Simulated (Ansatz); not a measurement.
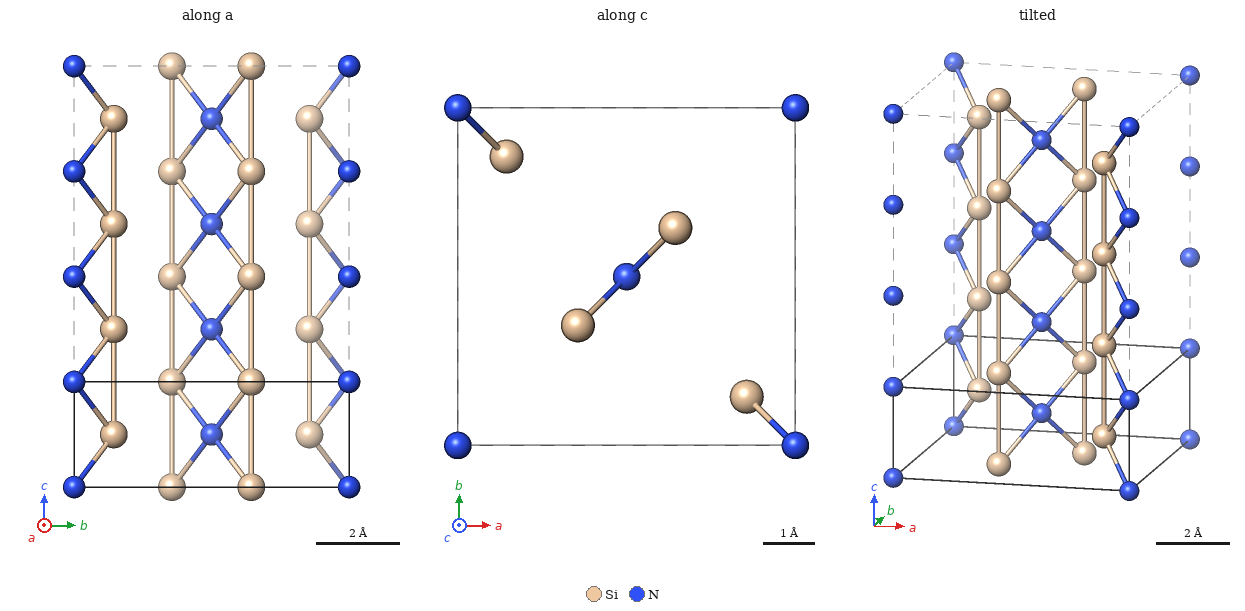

Drawn in the ball-and-stick manner and seen along the a axis, along the c axis and slightly off an axis. The solid box is one conventional unit cell, and 1×1×4 cells are shown. Cell: a = 6.688 Å, b = 6.688 Å, c = 2.559 Å, α = 90.00°, β = 90.00°, γ = 90.00°.

The structure is one of Si$_{2}$N. Space group P4_2/mnm (No. 136), lattice primitive tetragonal. The cell comprises 2 formula units: 4 Si, 2 N. Counting atoms within bonding range gives coordination numbers of Si 4 and N 4.

The model was built from a structure listed in the Materials Project, with elements exchanged, so it need not be a known form of the compound. Cell shown after relaxation with DFT PBE, scalar-relativistic, plane waves, PAW (Ansatz).
